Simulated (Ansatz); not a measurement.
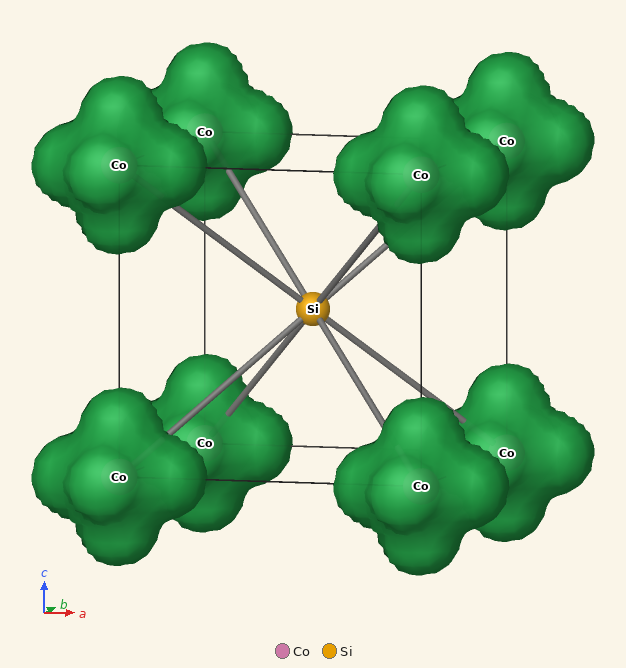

Figure 1: CoSi. Isosurface of the spin density at +0.2 e/Å³ (green), seen slightly off an axis. Sticks mark near contacts.

Space group Pm-3m; a structure from a database of computed crystals, not necessarily the ambient phase; computed pressure about −9 GPa in this cell; spin-polarised.

All numbers below come from Kohn-Sham DFT of a periodic cell, PBEsol0, Ansatz PAW (Ansatz).

The density is the valence pseudo-density of a PAW calculation; it isn't the true density close to the nuclei.

```xyz
2
Lattice="2.7813 0.0000 0.0000 0.0000 2.7813 0.0000 0.0000 0.0000 2.7813" Properties=species:S:1:pos:R:3 pbc="T T T"
Co    0.0000    0.0000    0.0000
Si    1.3907    1.3907    1.3907
```

> Describe the spin distribution.

The spin density sits on Co: +1.0 μB in one cell of 2 atoms: parallel main moments, as they must be, since the calculation's own cell holds one magnetic site. The cell of the calculation (2 atoms) carries 0.9 μB of net spin moment.
